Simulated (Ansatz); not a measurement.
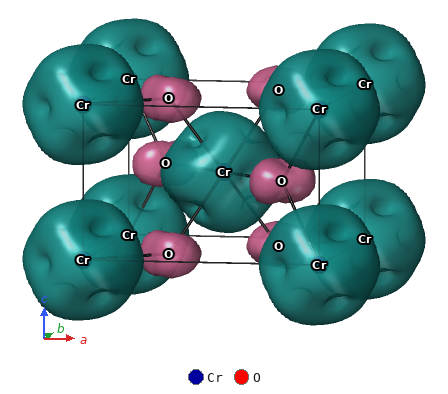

*CrO2. Isosurfaces of the spin density at +0.05 (teal) and −0.05 e/Å³ (pink), seen slightly off an axis. Sticks mark near contacts.*

Space group P4₂/mnm; changed on purpose from its base cell (volume × 1.06, shape and atoms relaxed); computed pressure about −11 GPa in this cell; spin-polarised.

Theory: DFT PBE, scalar-relativistic, plane waves, PAW in Ansatz 0.2.0.

The density is the valence pseudo-density of a PAW calculation; it isn't the true density close to the nuclei.

Where is the spin, and how is it ordered?

The spin density sits on Cr: +1.8 μB (×2) in one cell of 6 atoms, with smaller moments on other sites: O (up to −0.09 μB): parallel main moments (a ferromagnetic arrangement) in this solution. The cell of the calculation (6 atoms) carries 4.0 μB of net spin moment.
